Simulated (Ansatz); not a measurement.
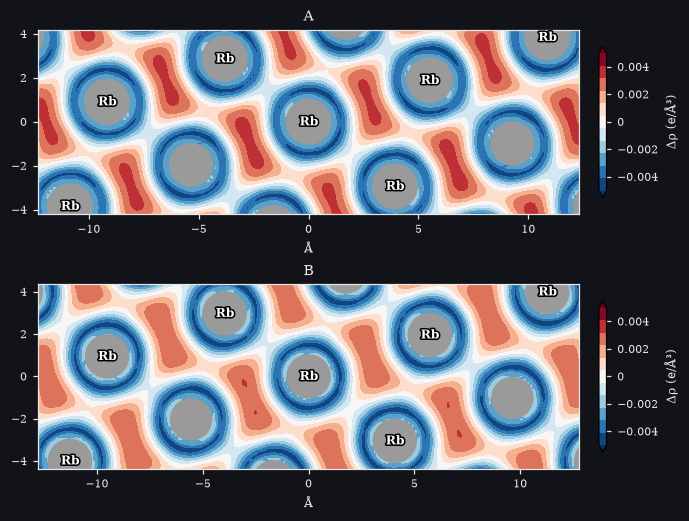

Rb: deformation density on the (010) plane of the conventional cell at two volumes, with the same fractional coordinates and one colour scale. Grey discs cover the cores.

Space group C2/c. This isn't the usual form at ambient conditions. The cell comes from a database of computed structures, not from a measurement.

Theory: DFT r2SCAN, scalar-relativistic, plane waves, PAW in Ansatz 0.2.0.

Which panel is the larger cell, by how much, and what changes?

B is the larger cell: B has 112 % of the volume of A.
- The pressure is 0.1 GPa in A and −0.1 GPa in B.
- The rearranged charge is 0.10 e an atom in A and 0.11 e in B.
